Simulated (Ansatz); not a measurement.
# Dielectric response of NaCl (001) films

Wanted: ε of rocksalt NaCl (001) by finite fields on slabs, and the band edges against the vacuum where run.

Calculated with Ansatz 0.2.0; plane-wave DFT, PBE, Ansatz PAW (set soft_1); PAW set soft_1, in the first sound run; inputs show where later runs differ.

**1. The structure**

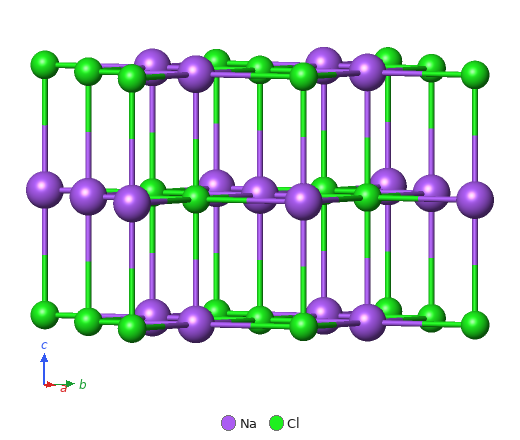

The starting structure, seen from the side, with the c axis up (sodium purple, chlorine green). 2×2×1 cells are drawn. Some periodic images of atoms are drawn too.

The cell holds 6 atoms: 3 Na and 3 Cl. Cell: a = 3.988 Å, b = 3.988 Å, c = 23.640 Å, α = 90.0°, β = 90.0°, γ = 90.0°. It derives from NaCl (rocksalt NaCl). Vacuum lies along c.

**2. Relaxing the film, 6 atoms, units 3**

The structure is relaxed first, because levels and dipoles at a surface follow the positions of the outer atoms.

input.yaml reads:

```yaml
crystal:
  lattice:
    - [3.98808225, 0.0, 0.0]
    - [0.0, 3.98808225, 0.0]
    - [0.0, 0.0, 23.64]
  atoms:
    - { symbol: Na, position: [0.5, 0.5, 0.3807106599] }
    - { symbol: Cl, position: [0.0, 0.0, 0.3807106599] }
    - { symbol: Na, position: [0.0, 0.0, 0.5] }
    - { symbol: Cl, position: [0.5, 0.5, 0.5] }
    - { symbol: Na, position: [0.5, 0.5, 0.6192893401] }
    - { symbol: Cl, position: [0.0, 0.0, 0.6192893401] }
kpoints:
  mp_grid: { grid: [8, 8, 1] }
hamiltonian:
  xc: pbe
  pseudopotentials: { kind: paw, azcp: { folder: soft_1 } }
scf:
  occupations: { method: fixed }
  convergence: { dr2_threshold: 1.0e-09 }
efield:
  axis: 3
  dipole_correction: true
  ramp_position: 0.97
  ramp_width: 0.06
relax:
  f_tol: 0.003
  max_steps: 100
output:
  write_potential: true
  write_density: true
  volumetric_format: npy
```

Started as:

```bash
$ ansatz run input.yaml --threads 4 --pin off --max-ram 8192MiB --backend cpu --events-out ev --progress --plain --runs-dir out
```

Numbers of over 12 decimals in the logs are rounded to 6 here.

The log of the run:

```text
Engine: ansatz 0.2.0, aarch64-unknown-linux-gnu
Pseudopotentials: kind: paw
Pseudopotential: Na, paw, valence charge 9, recommended cutoff 420 eV (normal), soft_1/Na.paw.azcp
Pseudopotential: Cl, paw, valence charge 7, recommended cutoff 420 eV (normal), soft_1/Cl.paw.azcp
Functional definition: PBE
  parameter kappa = 0.804
  parameter beta = 0.066725
  exchange = pbe_x(kappa = kappa, mu = beta*pi^2/3)
  correlation = pbe_c(beta = beta)
Crystal: 6 atoms, lattice volume = 375.989 Å³
Basis set: ecut = 420 eV, 7399 PW (Γ), exchange–correlation on 54×54×320 points (8 copies of the dense FFT grid, shifted against one another)
Bands: 30, of which v1, the nominal top of the filled ones, is band 24 counted from 1 (23 counted from 0)
Symmetry: 8 space group operations
k-points: 15 of 64
Non-local potential: Na, projectors of the file, l = 0: 3, l = 1: 2, l = 2: 1
Non-local potential: Cl, projectors of the file, l = 0: 2, l = 1: 2, l = 2: 1
PAW form: soft (Blöchl's): semilocal exchange-correlation on the pseudo side does not see the compensation charge
PAW one-centre angular grid: Na, 110 points (default); XC on 64 Gauss nodes
PAW one-centre angular grid: Cl, 110 points (default); XC on 64 Gauss nodes
Initial density: superposition of atomic densities (neutral atoms: chi_scale 0, normalization atom)
Initial wavefunctions: pseudopotential atomic-orbital guess
Functional: x = pbe(κ = 0.804, μ = 0.219515), c = pbe(β = 0.066725)
SCF iter   1: F=—  HF=-7709.362557 eV  |F-HF|=—  |Δ(HF+E_count)|=         —  Δρ=1.76e-2  dr2=2.95e0  ethr=3.10e-3  p=-0.000 e·Å  D=-6.47e-16 V/Å  ΔV_dip=0.00 eV  dr2_dipole=1.75e-7  V_vac-E_F(+/−)=9.75/9.75 eV  ⟨swp⟩=5.9  Hψ=1733  notcnv=0  defer=53
efield: sawtooth ramp at fractional position 0.9700 (set: `efield.ramp_position`, or a place that a band, a saddle search or an elastic batch's reference lends), width 0.0600; the density the first Hamiltonian is built on has a dipole p = -0.000 e·Å; the dipole correction subtracts the counter field D = -6.47e-16 V/Å, which shifts the + side's vacuum level by +0.00 eV against the − side's; the planar-averaged density in the ramp window peaks in size at 1.5e-6 e/Å³
preconditioner: auto → Resta (q_TF=auto, 1.936 Å⁻¹)  ε∞=1.4  [insulator: Δε(μ)=5.997 eV  Ē_g=19.092 eV  n_scr=50 (ndim 8)  ℏωp=12.4 eV  f_vac=0.581  ε∞_Penn≈1.4  vacuum switching on, ρ_ref=2.6e-2 e/Å³]
SCF iter   2: F=—  HF=-7708.368619 eV  |F-HF|=—  |Δ(HF+E_count)|=   9.94e-1  Δρ=6.49e-3  dr2=1.96e-1  ethr=3.10e-3  p=-0.000 e·Å  D=-1.53e-4 V/Å  ΔV_dip=0.00 eV  dr2_dipole=1.78e-7  V_vac-E_F(+/−)=7.29/7.28 eV  ⟨swp⟩=2.9  Hψ=829  notcnv=0  defer=57
density mixer auto → msr1: gapped (density of states about μ 0.00 of a free-electron gas's, 50 screened modes)
SCF iter   3: F=—  HF=-7708.362719 eV  |F-HF|=—  |Δ(HF+E_count)|=   5.90e-3  Δρ=2.92e-3  dr2=3.35e-2  ethr=4.08e-4  p=0.000 e·Å  D=4.14e-5 V/Å  ΔV_dip=-0.00 eV  dr2_dipole=6.57e-9  V_vac-E_F(+/−)=6.68/6.68 eV  ⟨swp⟩=2.9  Hψ=500  notcnv=0  defer=60
SCF iter   4: F=—  HF=-7708.368034 eV  |F-HF|=—  |Δ(HF+E_count)|=   5.32e-3  Δρ=2.78e-4  dr2=2.53e-4  ethr=6.98e-5  p=-0.000 e·Å  D=-6.79e-5 V/Å  ΔV_dip=0.00 eV  dr2_dipole=4.04e-8  V_vac-E_F(+/−)=6.41/6.41 eV  ⟨swp⟩=2.5  Hψ=622  notcnv=0  defer=60
SCF iter   5: F=—  HF=-7708.368204 eV  |F-HF|=—  |Δ(HF+E_count)|=   1.70e-4  Δρ=9.33e-5  dr2=4.77e-5  ethr=5.28e-7  p=0.000 e·Å  D=3.66e-5 V/Å  ΔV_dip=-0.00 eV  dr2_dipole=1.53e-8  V_vac-E_F(+/−)=6.39/6.40 eV  ⟨swp⟩=2.5  Hψ=809  notcnv=0  defer=60
SCF iter   6: F=—  HF=-7708.368223 eV  |F-HF|=—  |Δ(HF+E_count)|=   1.87e-5  Δρ=2.32e-5  dr2=1.41e-6  ethr=9.93e-8  p=-0.000 e·Å  D=-8.63e-6 V/Å  ΔV_dip=0.00 eV  dr2_dipole=7.84e-10  V_vac-E_F(+/−)=6.40/6.40 eV  ⟨swp⟩=2.0  Hψ=611  notcnv=0  defer=60
SCF iter   7: F=—  HF=-7708.368324 eV  |F-HF|=—  |Δ(HF+E_count)|=   1.01e-4  Δρ=7.34e-6  dr2=2.14e-7  ethr=2.95e-9  p=0.000 e·Å  D=1.31e-5 V/Å  ΔV_dip=-0.00 eV  dr2_dipole=1.56e-9  V_vac-E_F(+/−)=6.40/6.40 eV  ⟨swp⟩=2.0  Hψ=776  notcnv=0  defer=55
SCF iter   8: F=—  HF=-7708.368324 eV  |F-HF|=—  |Δ(HF+E_count)|=   7.02e-9  Δρ=1.17e-6  dr2=6.08e-9  ethr=4.46e-10  p=-0.000 e·Å  D=-1.43e-6 V/Å  ΔV_dip=0.00 eV  dr2_dipole=1.49e-11  V_vac-E_F(+/−)=6.40/6.40 eV  ⟨swp⟩=2.9  Hψ=879  notcnv=0  defer=57
SCF iter   9: F=-7708.368324 eV  HF=-7708.368324 eV  |F-HF|=8.00e-11  |Δ(HF+E_count)|=   2.08e-9  Δρ=3.86e-7  dr2=4.70e-10  ethr=2.08e-12  p=0.000 e·Å  D=1.44e-6 V/Å  ΔV_dip=-0.00 eV  dr2_dipole=1.93e-11  V_vac-E_F(+/−)=6.40/6.40 eV  ⟨swp⟩=8.1  Hψ=2567  notcnv=0
SCF 1 converged in 9 iterations: F = -7708.368324 eV  dr2 = 4.70e-10
  greatest PAW one-centre occupation: 0.999 electrons in one spin orbital (limit 2), on the Na atom at site 0 (counted from 0), in its partial waves of l = 0
relax step   1: F+E_penalty+E_count = -7708.36832379 eV  Δ(F+E_penalty+E_count) = +0.000e0 eV  max|allowed force component| = 1.931e-1 eV/Å  Δτ_max = 0.0000 Å  (9 SCF iters, accepted)
Initial density: handed on by an earlier stage of this run
Initial wavefunctions: those handed on with the density
iter 1 solved again at ethr=9.81e-5 eV; its pass at ethr=3.10e-3 eV (dr2=4.71e-2 eV) is discarded
SCF iter   1: F=—  HF=-7708.398051 eV  |F-HF|=—  |Δ(HF+E_count)|=         —  Δρ=1.14e-3  dr2=4.28e-2  ethr=9.81e-5  p=0.000 e·Å  D=1.44e-6 V/Å  ΔV_dip=-0.00 eV  dr2_dipole=4.31e-11  V_vac-E_F(+/−)=6.44/6.44 eV  ⟨swp⟩=1.6  Hψ=1553  notcnv=0  defer=51
efield: sawtooth ramp at fractional position 0.9700 (set: `efield.ramp_position`, or a place that a band, a saddle search or an elastic batch's reference lends), width 0.0600; the density the first Hamiltonian is built on has a dipole p = 0.000 e·Å; the dipole correction subtracts the counter field D = 1.44e-6 V/Å, which shifts the + side's vacuum level by -0.00 eV against the − side's; the planar-averaged density in the ramp window peaks in size at 4.1e-7 e/Å³
preconditioner: auto → Resta (q_TF=auto, 1.936 Å⁻¹)  ε∞=1.7  [insulator: Δε(μ)=4.984 eV  Ē_g=11.167 eV  n_scr=50 (ndim 8)  ℏωp=9.4 eV  f_vac=0.618  ε∞_Penn≈1.7  vacuum switching on, ρ_ref=9.0e-3 e/Å³]
SCF iter   2: F=—  HF=-7708.386208 eV  |F-HF|=—  |Δ(HF+E_count)|=   1.18e-2  Δρ=6.26e-4  dr2=2.26e-3  ethr=8.92e-5  p=-0.000 e·Å  D=-5.32e-7 V/Å  ΔV_dip=0.00 eV  dr2_dipole=1.75e-12  V_vac-E_F(+/−)=6.69/6.69 eV  ⟨swp⟩=3.2  Hψ=623  notcnv=0  defer=60  κ⁻¹=1.0e0(r=1)
density mixer auto → broyden: gapped, where msr1 would fit the directions that read negative (density of states about μ 0.00 of a free-electron gas's, 50 screened modes)
[...]
SCF iter   2: F=—  HF=-7708.386076 eV  |F-HF|=—  |Δ(HF+E_count)|=   1.57e-4  Δρ=7.27e-5  dr2=4.80e-5  ethr=1.12e-6  p=-0.000 e·Å  D=-4.80e-7 V/Å  ΔV_dip=0.00 eV  dr2_dipole=8.56e-14  V_vac-E_F(+/−)=6.76/6.76 eV  ⟨swp⟩=2.2  Hψ=707  notcnv=0  defer=60  κ⁻¹=1.0e0(r=1)
density mixer auto → broyden: gapped, where msr1 would fit the directions that read negative (density of states about μ 0.00 of a free-electron gas's, 50 screened modes)
SCF iter   3: F=—  HF=-7708.386064 eV  |F-HF|=—  |Δ(HF+E_count)|=   1.21e-5  Δρ=3.22e-5  dr2=9.24e-6  ethr=1.00e-7  p=-0.000 e·Å  D=-3.70e-7 V/Å  ΔV_dip=0.00 eV  dr2_dipole=1.91e-14  V_vac-E_F(+/−)=6.75/6.75 eV  ⟨swp⟩=2.2  Hψ=533  notcnv=0  defer=57  κ⁻¹=3.3e-2(r=2)
SCF iter   4: F=—  HF=-7708.386065 eV  |F-HF|=—  |Δ(HF+E_count)|=   3.44e-7  Δρ=1.34e-5  dr2=4.12e-7  ethr=1.92e-8  p=-0.000 e·Å  D=-2.83e-7 V/Å  ΔV_dip=0.00 eV  dr2_dipole=3.64e-14  V_vac-E_F(+/−)=6.74/6.74 eV  ⟨swp⟩=2.0  Hψ=597  notcnv=0  defer=41  κ⁻¹=5.0e-4(r=3)
SCF iter   5: F=—  HF=-7708.386168 eV  |F-HF|=—  |Δ(HF+E_count)|=   1.03e-4  Δρ=2.16e-6  dr2=2.75e-8  ethr=8.58e-10  p=-0.000 e·Å  D=-3.90e-7 V/Å  ΔV_dip=0.00 eV  dr2_dipole=7.34e-14  V_vac-E_F(+/−)=6.74/6.74 eV  ⟨swp⟩=2.0  Hψ=612  notcnv=0  defer=28  κ⁻¹=1.7e-4(r=4)
SCF iter   6: F=—  HF=-7708.386168 eV  |F-HF|=—  |Δ(HF+E_count)|=   1.12e-8  Δρ=7.77e-7  dr2=1.80e-9  ethr=5.72e-11  p=-0.000 e·Å  D=-3.17e-7 V/Å  ΔV_dip=0.00 eV  dr2_dipole=5.67e-16  V_vac-E_F(+/−)=6.74/6.74 eV  ⟨swp⟩=2.0  Hψ=562  notcnv=0  defer=32  κ⁻¹=4.9e-6(r=5)
SCF iter   7: F=-7708.386168 eV  HF=-7708.386168 eV  |F-HF|=1.63e-10  |Δ(HF+E_count)|=   1.16e-9  Δρ=2.65e-7  dr2=3.04e-10  ethr=2.08e-12  p=-0.000 e·Å  D=-3.08e-7 V/Å  ΔV_dip=0.00 eV  dr2_dipole=2.66e-15  V_vac-E_F(+/−)=6.74/6.74 eV  ⟨swp⟩=8.1  Hψ=2531  notcnv=0
SCF 3 converged in 7 iterations: F = -7708.386168 eV  dr2 = 3.04e-10
relax step   3: F+E_penalty+E_count = -7708.38616786 eV  Δ(F+E_penalty+E_count) = -6.793e-4 eV  max|allowed force component| = 7.813e-3 eV/Å  Δτ_max = 0.0118 Å  (7 SCF iters, accepted)
SCF iter   1: F=—  HF=-7708.386140 eV  |F-HF|=—  |Δ(HF+E_count)|=         —  Δρ=7.14e-5  dr2=4.58e-5  ethr=2.80e-6  p=-0.000 e·Å  D=-3.08e-7 V/Å  ΔV_dip=0.00 eV  dr2_dipole=9.15e-13  V_vac-E_F(+/−)=6.74/6.74 eV  ⟨swp⟩=3.3  Hψ=940  notcnv=0  defer=58
efield: sawtooth ramp at fractional position 0.9700 (set: `efield.ramp_position`, or a place that a band, a saddle search or an elastic batch's reference lends), width 0.0600; the density the first Hamiltonian is built on has a dipole p = -0.000 e·Å; the dipole correction subtracts the counter field D = -3.08e-7 V/Å, which shifts the + side's vacuum level by +0.00 eV against the − side's; the planar-averaged density in the ramp window peaks in size at 1.3e-6 e/Å³
preconditioner: auto → Resta (q_TF=auto, 1.936 Å⁻¹)  ε∞=1.7  [insulator: Δε(μ)=5.015 eV  Ē_g=11.228 eV  n_scr=50 (ndim 8)  ℏωp=9.4 eV  f_vac=0.616  ε∞_Penn≈1.7  vacuum switching on, ρ_ref=9.1e-3 e/Å³]
SCF iter   2: F=—  HF=-7708.386136 eV  |F-HF|=—  |Δ(HF+E_count)|=   4.03e-6  Δρ=3.32e-5  dr2=4.31e-6  ethr=9.54e-8  p=-0.000 e·Å  D=-1.97e-8 V/Å  ΔV_dip=0.00 eV  dr2_dipole=4.64e-15  V_vac-E_F(+/−)=6.74/6.74 eV  ⟨swp⟩=2.0  Hψ=688  notcnv=0  defer=58  κ⁻¹=1.0e0(r=1)
density mixer auto → broyden: gapped, where msr1 would fit the directions that read negative (density of states about μ 0.00 of a free-electron gas's, 50 screened modes)
SCF iter   3: F=—  HF=-7708.386238 eV  |F-HF|=—  |Δ(HF+E_count)|=   1.01e-4  Δρ=1.62e-5  dr2=1.09e-6  ethr=8.98e-9  p=0.000 e·Å  D=4.82e-9 V/Å  ΔV_dip=-0.00 eV  dr2_dipole=9.47e-16  V_vac-E_F(+/−)=6.74/6.74 eV  ⟨swp⟩=1.5  Hψ=447  notcnv=0  defer=35  κ⁻¹=2.8e-2(r=2)
SCF iter   4: F=—  HF=-7708.386238 eV  |F-HF|=—  |Δ(HF+E_count)|=   3.19e-7  Δρ=2.20e-6  dr2=1.12e-8  ethr=2.26e-9  p=0.000 e·Å  D=2.70e-8 V/Å  ΔV_dip=-0.00 eV  dr2_dipole=1.01e-14  V_vac-E_F(+/−)=6.74/6.74 eV  ⟨swp⟩=2.0  Hψ=560  notcnv=0  defer=48  κ⁻¹=2.5e-4(r=3)
SCF iter   5: F=—  HF=-7708.386238 eV  |F-HF|=—  |Δ(HF+E_count)|=   3.74e-8  Δρ=6.71e-7  dr2=1.12e-9  ethr=2.08e-12  p=0.000 e·Å  D=7.55e-8 V/Å  ΔV_dip=-0.00 eV  dr2_dipole=7.74e-15  V_vac-E_F(+/−)=6.74/6.74 eV  ⟨swp⟩=8.1  Hψ=2603  notcnv=0  κ⁻¹=3.5e-5(r=4)
SCF iter   6: F=-7708.386238 eV  HF=-7708.386238 eV  |F-HF|=8.59e-10  |Δ(HF+E_count)|=   3.16e-9  Δρ=2.45e-7  dr2=2.08e-10  ethr=2.08e-12  p=0.000 e·Å  D=3.92e-8 V/Å  ΔV_dip=-0.00 eV  dr2_dipole=1.10e-15  V_vac-E_F(+/−)=6.74/6.74 eV  ⟨swp⟩=7.9  Hψ=2297  notcnv=0
SCF 4 converged in 6 iterations: F = -7708.386238 eV  dr2 = 2.08e-10
relax step   4: F+E_penalty+E_count = -7708.38623801 eV  Δ(F+E_penalty+E_count) = -7.015e-5 eV  max|allowed force component| = 2.070e-3 eV/Å  Δτ_max = 0.0054 Å  (6 SCF iters, accepted)
NSCF: frozen V_eff on 15 k-points
the band table was solved once a step of the walk had ended and its energy, with any forces and stress, was formed, with the checks that follow a solve (3094 applications of the Hamiltonian). They found nothing against the state; the energy, forces and stress were not computed again (output.eigenvalues in the input reference)
SCF converged after 6 iterations
Stability not checked: this state was not tested for a lower state beside it, because the mixer in use, unlike msr1, does not test its closes by its own steps (another_mixer; see scf.mixing.algorithm and scf.lower_state_search)
Free energy (F): -7708.386238 eV
Harris-Foulkes:  -7708.386238 eV  (|F-HF|=8.59e-10)
Internal energy: -7708.386238 eV  (E = F + TS)
E sigma→0 (E₀):  -7708.386238 eV
Fermi energy:    -3.946919 eV
Dipole field:    D = 0.000000 V/Å  (p = 0.000000 e·Å, saw-weighted, corrected)
Work function:   Φ+ = 6.7379 eV   Φ− = 6.7379 eV
Levels:          The Fermi level and band energies are counted from a zero that moves with the ramp; work functions are not
--- Per-component energies (eV) ---
  E_band       = -946.468656
  E_kinetic    = 799.995247
  E_local      = -27248.367745  (includes V_loc(G=0)·N_el)
  E_nonlocal   = 928.261054
  E_hartree    = 12686.726974
  E_xc         = -435.912838
  E_vxc        = -495.307045  (∫ρ·V_xc dr)
  E_paw        = -2857.329844  (= ΣΔE_a)
  E_vpaw       = -304.505326  (= ΣTr[D̂ρ^β])
  E_aug_tail   = 0.000414  (compensation charges beyond the density's cutoff)
  E_efield     = 0.000000  (sawtooth field / dipole correction)
  E_vefield    = -0.000000  (∫n·V_field dr)
  E_ewald      = 8418.240499
  E_smearing   = -0.000000  (= −TS)
  E_closure    = 0.000000  (closes the sum)
  Σ components = -7708.386238   (vs F -7708.386238, Δ=0.00e0)
--- Forces (eV/Å), atoms counted from 1 ---
  atom   1  Na    -0.00000000     0.00000000    -0.00113633
  atom   2  Cl     0.00000000     0.00000000    -0.00207041
  atom   3  Na     0.00000000     0.00000000    -0.00000026
  atom   4  Cl     0.00000000     0.00000000     0.00000048
  atom   5  Na     0.00000000     0.00000000     0.00113598
  atom   6  Cl    -0.00000000     0.00000000     0.00207049
  max |Σ_I F_I| component: 5.85e-8 eV/Å
--- Band table (eV; the first three rows and the last of 15) ---
  k-point 0: bands = [... 20 lower, -4.0510, -4.0510, -3.9469, -3.9469, 1.0692, 1.5982, 2.5740, 3.1032, ... 2 higher]
  k-point 1: bands = [... 20 lower, -4.1374, -4.0433, -4.0151, -3.9515, 1.3560, 1.7818, 2.7222, 3.2557, ... 2 higher]
  k-point 2: bands = [... 20 lower, -4.2139, -4.0650, -4.0246, -3.9658, 2.0429, 2.2357, 3.0793, 3.6222, ... 2 higher]
  k-point 14: bands = [... 20 lower, -4.6673, -4.6673, -4.2053, -4.1333, 3.4172, 3.8184, 3.9931, 4.4591, ... 2 higher]
--- Relaxed structure (4 steps of the walk, 4 accepted, 0 SCFs on fresh bases) ---
  F+E_penalty+E_count = -7708.38623801 eV   max|allowed force component| = 2.070e-3 eV/Å
  atoms:
    - { symbol: Na, position: [0.5, 0.5, 0.381763] }
    - { symbol: Cl, position: [0, 0.0, 0.377498] }
    - { symbol: Na, position: [0, 0.0, 0.500000] }
    - { symbol: Cl, position: [0.5, 0.5, 0.500000] }
    - { symbol: Na, position: [0.5, 0.5, 0.618237] }
    - { symbol: Cl, position: [0, 0.0, 0.622502] }
```

Wall time 12 s (4 threads of Arm Neoverse V1, shared host); peak memory 0.6 GiB; 48 s of CPU time.

Relaxation path:

| step | energy less that of the first step (eV) | largest force component (eV/Å) |
| --- | --- | --- |
| 1 | 0.0000 | 0.1931 |
| 2 | -0.0172 | 0.0399 |
| 3 | -0.0178 | 0.0078 |
| 4 | -0.0179 | 0.0021 |

Forces are held to the 8 operations that the run works with; a distortion that breaks them can't arise in this run.

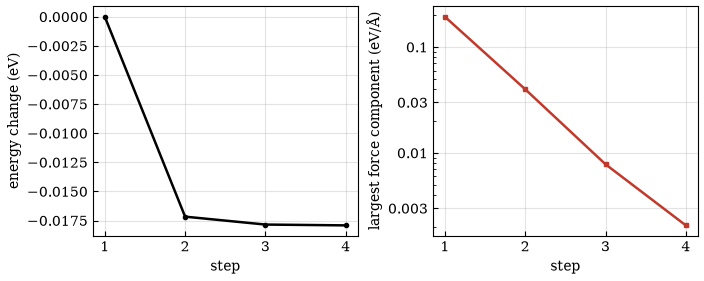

Energy and largest force along the relaxation.

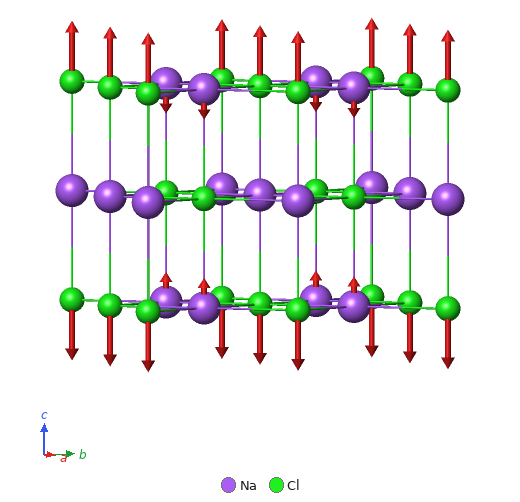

Displacements in the relaxation, exaggerated; the longest in the cell stands for 0.08 Å. 2×2×1 cells are drawn. Some periodic images of atoms are drawn too.

The atoms that moved most (Å):

| atom | dx | dy | dz | length |
| --- | --- | --- | --- | --- |
| Cl2 | 0.000 | 0.000 | -0.076 | 0.076 |
| Cl6 | 0.000 | 0.000 | 0.076 | 0.076 |
| Na1 | 0.000 | 0.000 | 0.025 | 0.025 |
| Na5 | 0.000 | 0.000 | -0.025 | 0.025 |

Final coordinates:

```xyz
6
Lattice="3.9881 0.0000 0.0000 0.0000 3.9881 0.0000 0.0000 0.0000 23.6400" Properties=species:S:1:pos:R:3
Na    1.9940    1.9940    9.0249
Cl    0.0000    0.0000    8.9241
Na    0.0000    0.0000   11.8200
Cl    1.9940    1.9940   11.8200
Na    1.9940    1.9940   14.6151
Cl    0.0000    0.0000   14.7159
```

This step gave:

```yaml
gap_on_the_k_mesh: 5.016 eV
dipole_along_the_normal: 1.49e-7 e·Å
ionisation_energy_upper_face: 6.738 eV
electron_affinity_upper_face: 1.722 eV
```

Running mean over 2.82 Å of the planar mean; the ramp of the sawtooth is left out. Electron's electrostatic potential energy less the highest filled level against z:

| z (Å) | electron's electrostatic potential energy less the highest filled level (eV) |
| --- | --- |
| 4 | 6.74 |
| 6 | 6.70 |
| 8 | 1.90 |
| 10 | 0.926 |
| 12 | 0.768 |
| 14 | 0.880 |
| 16 | 3.41 |
| 18 | 6.73 |
| 20 | 6.74 |

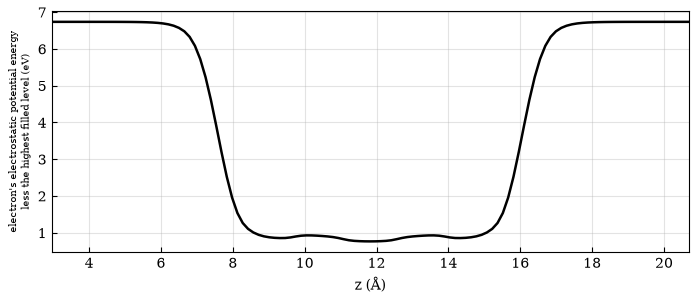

Electron's electrostatic potential energy less the highest filled level, plotted against z.

The relaxation took 4 steps and lowered the energy by 0.018 eV; the largest force on the free atoms ends at 0.0021 eV/Å.

The gap is 5.02 eV, with the valence edge 6.74 eV and the conduction edge 1.72 eV under the upper vacuum level.

[end of part 1 of 5]

[Logs are printed without paths, hosts, clocks, repeated set-up lines and the standing remarks that a program may print on its own settings, such as how far it seeks lower states.]

[Hosts, paths, dates, database ids (printed as entryN), source tags and the programs' standing remarks are cut or masked in the printed files.]

[Maps of the electrostatic potential energy from Ansatz leave out the sawtooth potential of an applied field or a dipole correction, so their vacuum need not be flat; planar profiles and work functions include it.]
